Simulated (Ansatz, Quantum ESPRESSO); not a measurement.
# hBN, 2 layers, AA' stacking: the vacuum level over the valence top at a withheld member of a series

**Set-up.** Quantum ESPRESSO 7.5, PBE, SG15 norm-conserving. Cell and atoms are relaxed under PBE-D3(BJ) (GBRV files) and held. Screened hybrids with norm-conserving files, screening 0.106 per bohr, fixed occupations, a 9×9×1 mesh with exchange on 3×3×1 q points. Levels count from the potential in the middle of the vacuum. The series steps the share of short-range exact exchange (0.25 is HSE06, 0 is PBE).

| share of short-range exact exchange | vacuum level over the valence top (eV) |
| --- | --- |
| 0 | 5.872 |
| 0.125 | 6.265 |
| 0.25 | 6.673 |
| 0.3 | 6.841 |

One more run was made and is withheld. What is the vacuum level over the valence top at 0.4?

**Worked estimate.** The rows at 0.25 and 0.3 give a slope of (6.841 − (6.673))/(0.3 − (0.25)) = 3.36, so a straight line gives 7.177 eV. A parabola through these and the row at 0.125 gives 7.185 eV.

**Check.** 7.182 eV. The line misses by −0.005 and the parabola by +0.003 eV. Both misses are under 5 % of the step from the nearer row.

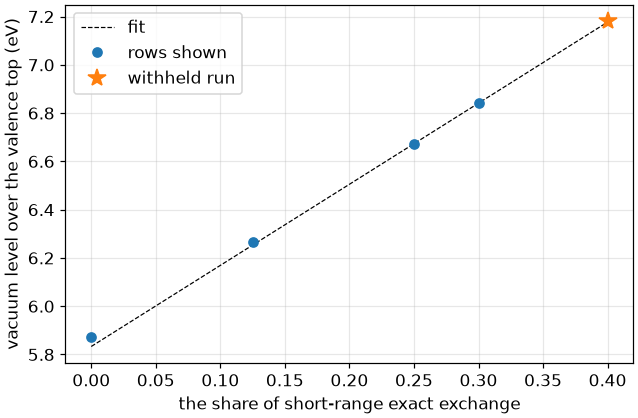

The rows shown, the fit and the withheld run.

**Limits.** Gaps are those of the mesh; no spin-orbit coupling; the q mesh was not tested; the geometry stays that of PBE-D3(BJ).
